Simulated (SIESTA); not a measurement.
**A series of single points on MoS2**

System: MoS2 (6 atoms in the cell).
Method: Kohn-Sham DFT of a periodic cell, LDA, PseudoDojo 0.4 standard, converted to PSML, no spin polarisation (SIESTA 5.4.2).

The 7 runs differ only in the geometry, by an even scaling of the cell at fixed fractional positions. The structure derives from an entry of the Crystallography Open Database.

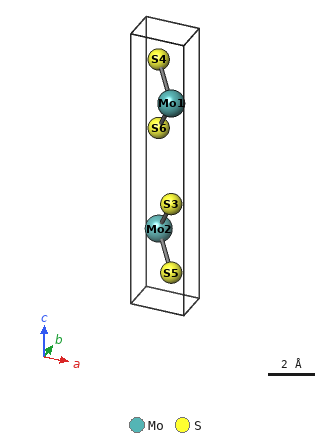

Figure 1. The structure of run 4 (ball-and-stick view of the cell of the calculation, seen slightly off an axis; atoms are numbered from 1 in the order of the input). An atom can appear more than once, as a periodic image.

## Input of run 4
```
SystemName                      MoS2
SystemLabel                     MoS2
NumberOfSpecies                 2
NumberOfAtoms                   6
%block ChemicalSpeciesLabel
  1  42 Mo
  2  16 S
%endblock ChemicalSpeciesLabel

LatticeConstant                 1.0 Ang
%block LatticeVectors
     3.1690000000     0.0000000000     0.0000000000
    -1.5845000000     2.7444345046     0.0000000000
     0.0000000000     0.0000000000    12.3240000000
%endblock LatticeVectors
AtomicCoordinatesFormat         Fractional
%block AtomicCoordinatesAndAtomicSpecies
     0.6666666667     0.3333333333     0.7500000000  1  Mo
     0.3333333333     0.6666666667     0.2500000000  1  Mo
     0.6666666667     0.3333333333     0.3770000000  2  S
     0.3333333333     0.6666666667     0.8770000000  2  S
     0.6666666667     0.3333333333     0.1230000000  2  S
     0.3333333333     0.6666666667     0.6230000000  2  S
%endblock AtomicCoordinatesAndAtomicSpecies

%block kgrid.MonkhorstPack
    8   0   0  0.0
    0   8   0  0.0
    0   0   2  0.0
%endblock kgrid.MonkhorstPack
XC.Functional                   LDA
XC.Authors                      PW92
PAO.BasisSize                   DZP
PAO.EnergyShift                 0.003 Ry
Mesh.Cutoff                     800 Ry
OccupationFunction              FD
ElectronicTemperature           0.05 eV
MaxSCFIterations                120
SCF.MustConverge                false
SCF.Mixer.Method                Pulay
SCF.Mixer.Weight                0.25
SCF.Mixer.History               8
SCF.DM.Tolerance                5.0e-05
SCF.H.Tolerance                 1.0e-03 eV
WriteForces                     true
Charge.Mulliken                 end
%block PAO.Basis
  Mo 5
  n=4 0 2
    3.234 0.000
  n=5 0 2
    8.826 0.000
  n=4 1 2
    3.729 0.000
  n=5 1 1
    8.826
  n=4 2 2
    6.749 0.000
%endblock PAO.Basis
```

Command:
```bash
siesta MoS2.fdf > MoS2.out 2>&1
```

Run 3 differs from it as follows:
```diff
-     3.1690000000     0.0000000000     0.0000000000
-    -1.5845000000     2.7444345046     0.0000000000
-     0.0000000000     0.0000000000    12.3240000000
+     3.1477309028     0.0000000000     0.0000000000
+    -1.5738654514     2.7260149261     0.0000000000
+     0.0000000000     0.0000000000    12.2412860984
```

## Results, with one run withheld

```csv
run,volume per atom (Å³),"free energy per atom, from the lowest run given (meV)",pressure (GPa),gap on the mesh (eV)
1,16.792,14.76,7.83,0.92
2,17.149,1.77,3.89,0.94
3,17.507,?,?,?
4,17.864,0.00,−2.85,0.96
5,18.221,9.59,−5.70,0.97
6,18.578,25.18,−8.24,0.98
7,18.936,46.19,−10.53,0.99
```

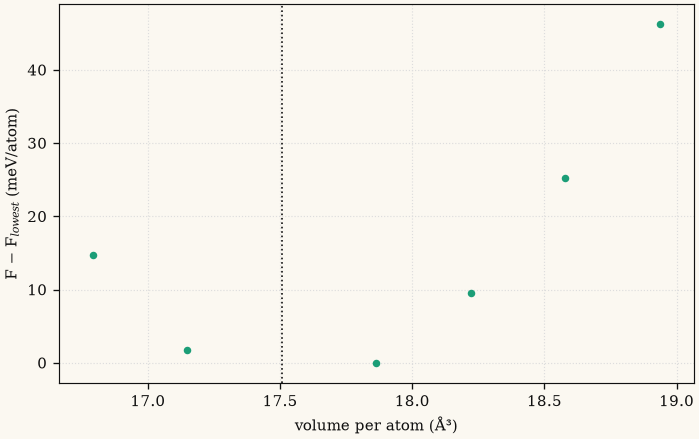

Figure 2. Free energy per atom of the runs given; the dotted line marks run 3.

Estimate the energy of run 3 from the others.

A cubic polynomial in V^(−2/3) (the Birch–Murnaghan form), fitted to the 6 runs given, misses them by at most 0.01 meV per atom. With x = V^(−2/3) − 0.14616 Å⁻², it reads F = 0.60605 − 3576.1 x + 9.0786e+05 x² + 1.3776e+06 x³ (meV per atom). At run 3 it gives −2.87 meV per atom, and the run itself gives −2.87. The slope of the fit gives a pressure −dF/dV of 0.33 GPa there, and the run prints 0.35 GPa. The fit has its minimum at 17.542 Å³ per atom, where V d²F/dV² gives 163 GPa. Cell shape and fractional positions are held, so this is the stiffness under even scaling; the relaxed bulk modulus wasn't computed and can be far lower in a crystal of layers, chains or molecules like this one. The gap on the mesh goes, without turning, from 0.92 eV in run 1 to 0.99 eV in run 7; run 3 has 0.95 eV. These are gaps of this functional on this mesh, which can miss the band edges; they aren't the measured gap.

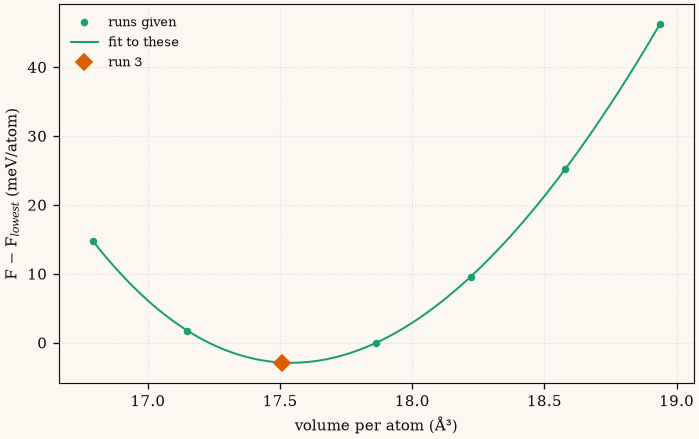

Figure 3. The fit and the withheld run.

## Some lines of the output (run 3)
```
[...]
outcell: Cell volume (Ang**3)        :    105.0396
stepf: Fermi-Dirac step function
siesta: Etot    =     -5022.259149
siesta: FreeEng =     -5022.259154
        iscf     Eharris(eV)        E_KS(eV)     FreeEng(eV)     dDmax    Ef(eV) dHmax(eV)
siesta: E_KS(eV) =            -5037.5959
siesta: E_KS - E_eggbox =     -5037.5959
siesta: Etot    =     -5037.595889
siesta: FreeEng =     -5037.595894
siesta:         Fermi =      -4.681833
siesta: Cell volume =        105.039556 Ang**3
    Orbital volume contribution        =           5.571121 eV
```

Notes: Points of doubt noted for this run: mulliken charges of long orbitals. With a small basis of atomic orbitals these values can differ much from converged plane-wave results.
